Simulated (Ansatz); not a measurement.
**Geometry relaxation, with input and output: TiAl₃₂ (part 1 of 3)**

- system: TiAl₃₂ (defect cell, 33 atoms in the cell)
- method: DFT r2SCAN, scalar-relativistic, plane waves, PAW, PAW set soft_1, no spin polarisation (Ansatz 0.2.0)

It belongs to a series of runs on one base structure; here: end point B relaxed.

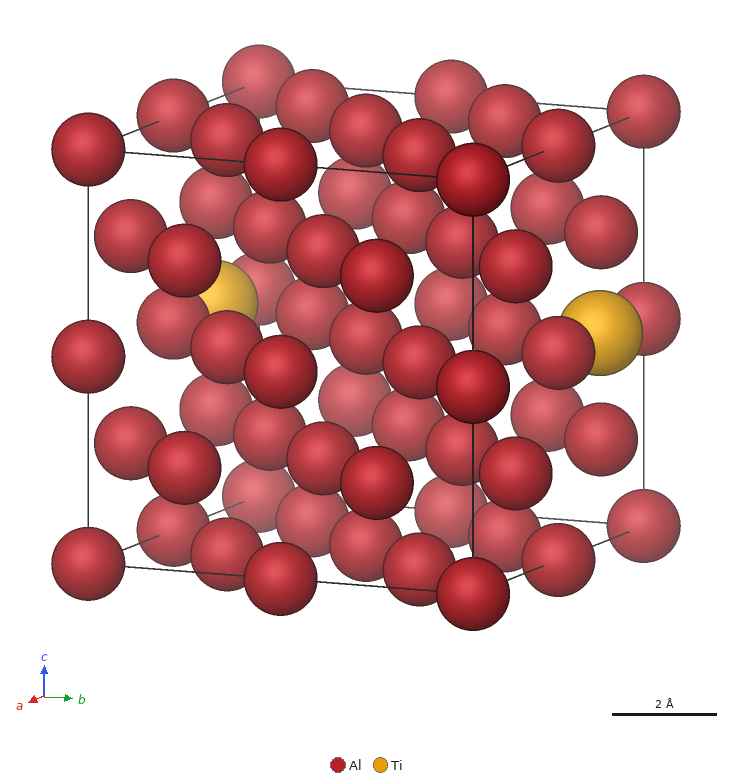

The input geometry (spheres-only view of the cell of the calculation, seen slightly off an axis). An atom can appear more than once, as a periodic image.

**The input**
```yaml
crystal:
  lattice:
    - [8.1, 0.0, 0.0]
    - [0.0, 8.1, 0.0]
    - [0.0, 0.0, 8.1]
  atoms:
    - { symbol: Al, position: [0.5, 0.0, 0.0] }
    - { symbol: Al, position: [0.75, 0.25, 0.0] }
    - { symbol: Al, position: [0.75, 0.0, 0.25] }
    - { symbol: Al, position: [0.0, 0.0, 0.0] }
    - { symbol: Al, position: [0.25, 0.25, 0.0] }
    - { symbol: Al, position: [0.5, 0.5, 0.0] }
    - { symbol: Al, position: [0.75, 0.75, 0.0] }
    - { symbol: Al, position: [0.25, 0.0, 0.25] }
    - { symbol: Al, position: [0.5, 0.25, 0.25] }
    - { symbol: Al, position: [0.75, 0.5, 0.25] }
    - { symbol: Al, position: [0.5, 0.0, 0.5] }
    - { symbol: Al, position: [0.75, 0.25, 0.5] }
    - { symbol: Al, position: [0.75, 0.0, 0.75] }
    - { symbol: Al, position: [0.0, 0.5, 0.0] }
    - { symbol: Al, position: [0.25, 0.75, 0.0] }
    - { symbol: Al, position: [0.0, 0.25, 0.25] }
    - { symbol: Al, position: [0.25, 0.5, 0.25] }
    - { symbol: Al, position: [0.5, 0.75, 0.25] }
    - { symbol: Al, position: [0.0, 0.0, 0.5] }
    - { symbol: Al, position: [0.25, 0.25, 0.5] }
    - { symbol: Al, position: [0.5, 0.5, 0.5] }
    - { symbol: Al, position: [0.75, 0.75, 0.5] }
    - { symbol: Al, position: [0.25, 0.0, 0.75] }
    - { symbol: Al, position: [0.5, 0.25, 0.75] }
    - { symbol: Al, position: [0.75, 0.5, 0.75] }
    - { symbol: Al, position: [0.0, 0.75, 0.25] }
    - { symbol: Al, position: [0.0, 0.5, 0.5] }
    - { symbol: Al, position: [0.25, 0.75, 0.5] }
    - { symbol: Al, position: [0.0, 0.25, 0.75] }
    - { symbol: Al, position: [0.25, 0.5, 0.75] }
    - { symbol: Al, position: [0.5, 0.75, 0.75] }
    - { symbol: Al, position: [0.0, 0.75, 0.75] }
    - { symbol: Ti, position: [0.24730602, -0.00358166, 0.50596484] }
basis:
  ecutwfc: 500.0
kpoints:
  mp_grid: { grid: [2, 2, 2] }
hamiltonian:
  xc: r2scan
  pseudopotentials: { kind: paw, azcp: { folder: soft_1 } }
scf:
  occupations: { method: gaussian, width: 0.1 }
  lower_state_search: "off"
relax:
  f_tol: 0.03
  max_steps: 60
  adjacent_minimum: "off"
```

Launch command:
```bash
ansatz run input.yaml --threads 4 --pin off --max-ram 10240MiB --backend cpu --events-out ev --progress --plain --runs-dir out
```

**The program's output**
```
Engine: ansatz 0.2.0, aarch64-unknown-linux-gnu
Pseudopotentials: kind: paw
Pseudopotential: Al, paw, valence charge 3, recommended cutoff 500 eV (meta_gga), [file]
Pseudopotential: Ti, paw, valence charge 12, recommended cutoff 500 eV (meta_gga), [file]
Functional definition: r2SCAN
  parameter k0 = 0.174
  parameter k1 = 0.065
  parameter a1 = 4.9479
  exchange = r2scan_x(k0 = k0, k1 = k1, a1 = a1)
  correlation = r2scan_c
Crystal: 33 atoms, lattice volume = 531.441 Å³
Basis set: ecut = 500 eV, 13517 PW (Γ), exchange–correlation on 240×240×240 points (64 copies of the dense FFT grid, shifted against one another)
Bands: 87, of which v1, the nominal top of the filled ones, is band 54 counted from 1 (53 counted from 0)
Symmetry: 1 space group operations
Space group: P1 (ITA 1), of the structure as read, at distance tolerance 8.1e-5 Å
k-points: 8
Non-local potential: Al, projectors of the file, l = 0: 2, l = 1: 2, l = 2: 1
Non-local potential: Ti, projectors of the file, l = 0: 3, l = 1: 2, l = 2: 3, l = 3: 1
PAW form: soft (Blöchl's): semilocal exchange-correlation on the pseudo side does not see the compensation charge
PAW frozen core: Al, regenerated for the run's functional (the file was generated under x = pbe(κ = 0.804, μ = 0.2195149727645171), c = pbe(β = 0.06672455060314922))
PAW frozen core: Ti, regenerated for the run's functional (the file was generated under x = pbe(κ = 0.804, μ = 0.2195149727645171), c = pbe(β = 0.06672455060314922))
PAW one-centre angular grid: Al, 302 points (default); XC on 160 Gauss nodes
PAW one-centre angular grid: Ti, 590 points (default); XC on 160 Gauss nodes
Initial density: superposition of atomic densities (chi_scale 0.1, normalization cell, long waves kept (reshape's long-wave potential 0.01 eV rms))
Initial wavefunctions: pseudopotential atomic-orbital guess
Functional: x = r2scan, c = r2scan; τ floored in thin density (d = 2e-4 eV/Å³)
SCF iter   1: F=-19609.918791 eV  HF=-19804.837519 eV  |F-HF|=1.95e2  |Δ(HF+E_count)|=         —  Δρ=1.13e-1  dr2=2.09e2  dr2_τ=4.57e0  ethr=3.10e-3  ⟨swp⟩=5.5  Hψ=3089  notcnv=0  defer=35
preconditioner: auto → Kerker (q_TF=auto, 2.092 Å⁻¹)  [metal: Δε(μ)=0.026 eV  Ē_g=7.329 eV  σ=0.100 eV  W_gap=0.14  n_scr=80 (ndim 8)  ℏωp=16.1 eV  f_vac=0.000  D(μ)=22.05/eV (n_scr^D=178)]
SCF iter   2: F=-19732.710533 eV  HF=-19795.926389 eV  |F-HF|=6.32e1  |Δ(HF+E_count)|=    8.91e0  Δρ=8.95e-2  dr2=7.01e1  dr2_τ=6.93e0  ethr=3.10e-3  ⟨swp⟩=4.0  Hψ=1939  notcnv=0  defer=173
preconditioner: auto → Resta (q_TF=auto, 2.092 Å⁻¹)  ε∞=5.9  [insulator: Δε(μ)=0.119 eV  Ē_g=7.301 eV  σ=0.100 eV  W_gap=0.56  n_scr=80 (ndim 8)  ℏωp=16.1 eV  f_vac=0.000  D(μ)=14.79/eV (n_scr^D=92)  ε∞_Penn≈5.9]
SCF iter   3: F=-19783.510844 eV  HF=-19786.562790 eV  |F-HF|=3.05e0  |Δ(HF+E_count)|=    9.36e0  Δρ=3.05e-2  dr2=4.87e0  dr2_τ=1.46e-1  ethr=3.10e-3  ⟨swp⟩=4.0  Hψ=1452  notcnv=0  defer=48
automatic band count: iteration 3 solves 68 bands in place of 87: the levels show a gap, and the empty bands left out lie too high to hold charge; the band table lists the bands solved (type scf.n_extra_bands for more)
SCF iter   4: F=-19780.829470 eV  HF=-19785.735197 eV  |F-HF|=4.91e0  |Δ(HF+E_count)|=   8.28e-1  Δρ=2.19e-2  dr2=5.37e0  dr2_τ=1.48e-1  ethr=3.10e-3  ⟨swp⟩=5.2  Hψ=3025  notcnv=0  defer=79
automatic band count: iteration 4 solves 87 bands in place of 68: the levels no longer show a gap clear of their residuals, so the SCF keeps every band
SCF iter   5: F=-19783.644210 eV  HF=-19785.465305 eV  |F-HF|=1.82e0  |Δ(HF+E_count)|=   2.70e-1  Δρ=9.79e-3  dr2=1.99e0  dr2_τ=2.40e-2  ethr=3.10e-3  ⟨swp⟩=2.9  Hψ=1053  notcnv=0  defer=110
SCF iter   6: F=-19785.055613 eV  HF=-19785.369744 eV  |F-HF|=3.14e-1  |Δ(HF+E_count)|=   9.56e-2  Δρ=6.72e-3  dr2=3.33e-1  dr2_τ=2.17e-2  ethr=1.84e-3  ⟨swp⟩=2.4  Hψ=866  notcnv=0  defer=119
SCF iter   7: F=-19785.261168 eV  HF=-19785.343249 eV  |F-HF|=8.21e-2  |Δ(HF+E_count)|=   2.65e-2  Δρ=3.79e-3  dr2=8.66e-2  dr2_τ=1.02e-3  ethr=3.09e-4  ⟨swp⟩=2.0  Hψ=680  notcnv=0  defer=123
SCF iter   8: F=-19785.296321 eV  HF=-19785.331315 eV  |F-HF|=3.50e-2  |Δ(HF+E_count)|=   1.19e-2  Δρ=2.44e-3  dr2=3.76e-2  dr2_τ=9.58e-4  ethr=8.02e-5  ⟨swp⟩=2.0  Hψ=715  notcnv=0  defer=123
SCF iter   9: F=-19785.316829 eV  HF=-19785.327106 eV  |F-HF|=1.03e-2  |Δ(HF+E_count)|=   4.21e-3  Δρ=1.38e-3  dr2=1.13e-2  dr2_τ=3.31e-4  ethr=3.48e-5  ⟨swp⟩=2.0  Hψ=580  notcnv=0  defer=123
SCF iter  10: F=-19785.324307 eV  HF=-19785.325059 eV  |F-HF|=7.51e-4  |Δ(HF+E_count)|=   2.05e-3  Δρ=1.16e-4  dr2=8.05e-4  dr2_τ=4.12e-6  ethr=1.05e-5  ⟨swp⟩=2.0  Hψ=1077  notcnv=0  defer=126
SCF iter  11: F=-19785.324981 eV  HF=-19785.324988 eV  |F-HF|=7.24e-6  |Δ(HF+E_count)|=   7.09e-5  Δρ=3.55e-5  dr2=9.55e-6  dr2_τ=2.74e-7  ethr=2.08e-8  ⟨swp⟩=3.5  Hψ=2067  notcnv=0
SCF 1 converged in 11 iterations: F = -19785.324981 eV  dr2 = 9.55e-6
  greatest PAW one-centre occupation: 0.999 electrons in one spin orbital (limit 2), on the Ti atom at site 32 (counted from 0), in its partial waves of l = 0
relax step   1: F+E_penalty+E_count = -19785.32498056 eV  Δ(F+E_penalty+E_count) = +0.000e0 eV  max|allowed force component| = 8.427e0 eV/Å  Δτ_max = 0.0000 Å  (11 SCF iters, dr2 threshold 2.25e-5 eV, accepted)
Initial density: handed on by an earlier stage of this run
Initial wavefunctions: those handed on with the density
SCF iter   1: F=-19759.196963 eV  HF=-19794.321552 eV  |F-HF|=3.51e1  |Δ(HF+E_count)|=         —  Δρ=4.41e-2  dr2=3.78e1  dr2_τ=7.15e-1  ethr=3.10e-3  ⟨swp⟩=5.2  Hψ=1634  notcnv=0  defer=4
automatic band count: iteration 1 solves 69 bands in place of 87: the levels show a gap, and the empty bands left out lie too high to hold charge; the band table lists the bands solved (type scf.n_extra_bands for more)
preconditioner: auto → Resta (q_TF=auto, 2.092 Å⁻¹)  ε∞=8.5  [insulator: Δε(μ)=0.169 eV  Ē_g=5.868 eV  σ=0.100 eV  W_gap=0.62  n_scr=80 (ndim 8)  ℏωp=16.1 eV  f_vac=0.000  D(μ)=8.32/eV (n_scr^D=32)  ε∞_Penn≈8.5]
SCF iter   2: F=-19686.234452 eV  HF=-19798.018456 eV  |F-HF|=1.12e2  |Δ(HF+E_count)|=    3.70e0  Δρ=9.24e-2  dr2=1.16e2  dr2_τ=4.00e0  ethr=3.10e-3  ⟨swp⟩=6.0  Hψ=2102  notcnv=0  defer=59  recentre
SCF iter   3: F=-19789.530095 eV  HF=-19791.325119 eV  |F-HF|=1.80e0  |Δ(HF+E_count)|=    6.69e0  Δρ=1.23e-2  dr2=2.01e0  dr2_τ=5.87e-2  ethr=3.10e-3  ⟨swp⟩=4.1  Hψ=1416  notcnv=0  defer=12
SCF iter   4: F=-19791.156432 eV  HF=-19791.226457 eV  |F-HF|=7.00e-2  |Δ(HF+E_count)|=   9.87e-2  Δρ=4.36e-3  dr2=1.42e-1  dr2_τ=1.98e-3  ethr=1.87e-3  ⟨swp⟩=5.5  Hψ=1931  notcnv=0  defer=78
automatic band count: iteration 4 solves 87 bands in place of 69: the levels no longer show a gap clear of their residuals, so the SCF keeps every band
SCF iter   5: F=-19790.951909 eV  HF=-19791.253363 eV  |F-HF|=3.01e-1  |Δ(HF+E_count)|=   2.69e-2  Δρ=4.27e-3  dr2=3.28e-1  dr2_τ=5.24e-3  ethr=1.32e-4  ⟨swp⟩=2.0  Hψ=967  notcnv=0  defer=110
SCF iter   6: F=-19791.222493 eV  HF=-19791.233422 eV  |F-HF|=1.09e-2  |Δ(HF+E_count)|=   1.99e-2  Δρ=9.89e-4  dr2=1.28e-2  dr2_τ=1.13e-4  ethr=1.32e-4  ⟨swp⟩=2.1  Hψ=742  notcnv=0  defer=110
SCF iter   7: F=-19791.232528 eV  HF=-19791.232817 eV  |F-HF|=2.89e-4  |Δ(HF+E_count)|=   6.05e-4  Δρ=4.03e-4  dr2=6.27e-4  dr2_τ=2.56e-5  ethr=1.19e-5  ⟨swp⟩=1.9  Hψ=642  notcnv=0  defer=103
SCF iter   8: F=-19791.232681 eV  HF=-19791.232892 eV  |F-HF|=2.10e-4  |Δ(HF+E_count)|=   7.47e-5  Δρ=2.34e-4  dr2=2.73e-4  dr2_τ=1.20e-5  ethr=5.81e-7  ⟨swp⟩=2.2  Hψ=809  notcnv=0  defer=103
SCF iter   9: F=-19791.232810 eV  HF=-19791.232887 eV  |F-HF|=7.68e-5  |Δ(HF+E_count)|=   5.11e-6  Δρ=1.10e-4  dr2=8.70e-5  dr2_τ=2.71e-6  ethr=9.26e-8  ⟨swp⟩=2.4  Hψ=1843  notcnv=0
SCF iter  10: F=-19791.232879 eV  HF=-19791.232880 eV  |F-HF|=4.18e-7  |Δ(HF+E_count)|=   6.95e-6  Δρ=8.73e-6  dr2=6.59e-7  dr2_τ=4.95e-9  ethr=8.05e-8  ⟨swp⟩=3.9  Hψ=1643  notcnv=0
[...]
relax step   2: F+E_penalty+E_count = -19791.23287928 eV  Δ(F+E_penalty+E_count) = -5.908e0 eV  max|allowed force component| = 3.984e0 eV/Å  Δτ_max = 0.1950 Å  (10 SCF iters, dr2 threshold 1.00e-4 eV, accepted)
preconditioner: auto → Kerker (q_TF=auto, 2.092 Å⁻¹)  [metal: Δε(μ)=0.076 eV  Ē_g=7.128 eV  σ=0.100 eV  W_gap=0.39  n_scr=80 (ndim 8)  ℏωp=16.1 eV  f_vac=0.000  D(μ)=10.25/eV (n_scr^D=56)]
preconditioner: auto → Resta (q_TF=auto, 2.092 Å⁻¹)  ε∞=6.3  [insulator: Δε(μ)=0.100 eV  Ē_g=6.993 eV  σ=0.100 eV  W_gap=0.51  n_scr=80 (ndim 8)  ℏωp=16.1 eV  f_vac=0.000  D(μ)=19.31/eV (n_scr^D=146)  ε∞_Penn≈6.3]
  greatest PAW one-centre occupation: 1.000 electrons in one spin orbital (limit 2), on the Ti atom at site 32 (counted from 0), in its partial waves of l = 0
relax step   3: F+E_penalty+E_count = -19794.25581766 eV  Δ(F+E_penalty+E_count) = -3.023e0 eV  max|allowed force component| = 1.406e0 eV/Å  Δτ_max = 0.1962 Å  (9 SCF iters, dr2 threshold 1.00e-4 eV, accepted)
preconditioner: auto → Resta (q_TF=auto, 2.092 Å⁻¹)  ε∞=6.1  [insulator: Δε(μ)=0.157 eV  Ē_g=7.113 eV  σ=0.100 eV  W_gap=0.53  n_scr=80 (ndim 8)  ℏωp=16.1 eV  f_vac=0.000  D(μ)=13.53/eV (n_scr^D=80)  ε∞_Penn≈6.1]
preconditioner: auto → Kerker (q_TF=auto, 2.092 Å⁻¹)  [metal: Δε(μ)=0.002 eV  Ē_g=6.970 eV  σ=0.100 eV  W_gap=0.01  n_scr=80 (ndim 8)  ℏωp=16.1 eV  f_vac=0.000  D(μ)=22.66/eV (n_scr^D=178)]
relax step   4: F+E_penalty+E_count = -19795.11620169 eV  Δ(F+E_penalty+E_count) = -8.604e-1 eV  max|allowed force component| = 1.663e-1 eV/Å  Δτ_max = 0.2000 Å  (13 SCF iters, dr2 threshold 1.00e-4 eV, accepted)
preconditioner: auto → Kerker (q_TF=auto, 2.092 Å⁻¹)  [metal: Δε(μ)=0.090 eV  Ē_g=7.018 eV  σ=0.100 eV  W_gap=0.47  n_scr=80 (ndim 8)  ℏωp=16.1 eV  f_vac=0.000  D(μ)=14.72/eV (n_scr^D=92)]
relax step   5: F+E_penalty+E_count = -19795.12257439 eV  Δ(F+E_penalty+E_count) = -6.373e-3 eV  max|allowed force component| = 3.498e-2 eV/Å  Δτ_max = 0.0214 Å  (8 SCF iters, dr2 threshold 1.73e-6 eV, accepted)
preconditioner: auto → Kerker (q_TF=auto, 2.092 Å⁻¹)  [metal: Δε(μ)=0.053 eV  Ē_g=7.024 eV  σ=0.100 eV  W_gap=0.29  n_scr=80 (ndim 8)  ℏωp=16.1 eV  f_vac=0.000  D(μ)=17.34/eV (n_scr^D=122)]
preconditioner: auto → Resta (q_TF=auto, 2.092 Å⁻¹)  ε∞=6.3  [insulator: Δε(μ)=0.099 eV  Ē_g=7.018 eV  σ=0.100 eV  W_gap=0.52  n_scr=80 (ndim 8)  ℏωp=16.1 eV  f_vac=0.000  D(μ)=15.98/eV (n_scr^D=122)  ε∞_Penn≈6.3]
relax step   6: F+E_penalty+E_count = -19795.12436468 eV  Δ(F+E_penalty+E_count) = -1.790e-3 eV  max|allowed force component| = 1.223e-2 eV/Å  Δτ_max = 0.0128 Å  (7 SCF iters, accepted)
```

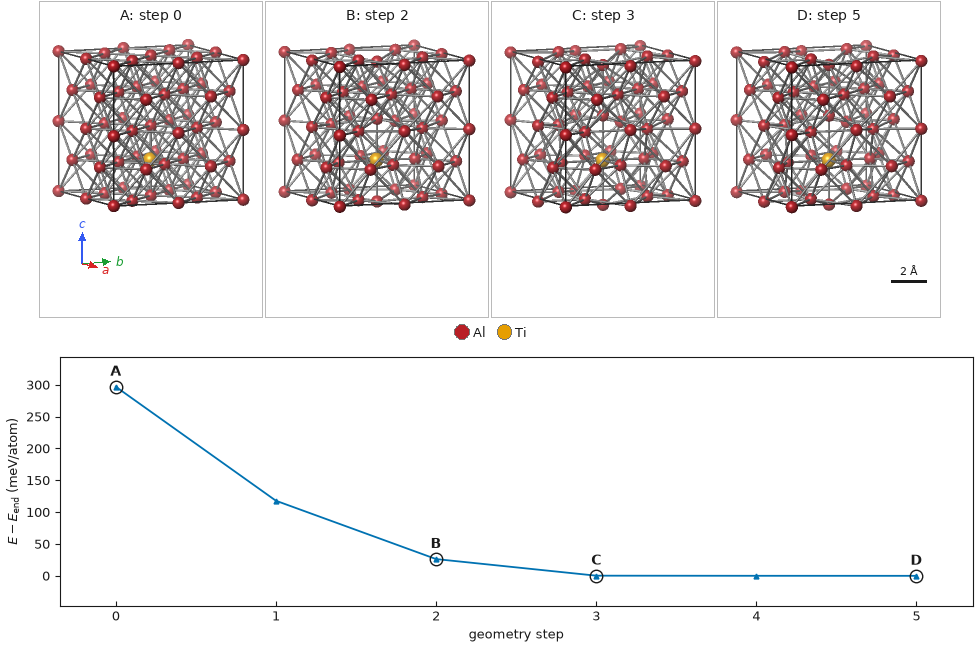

Frames of the relaxation (ball-and-stick view of the cell of the calculation (origin shifted), seen slightly off an axis) above the curves, on which the letters mark them (the first geometry is step 0 here and step 1 in the log).
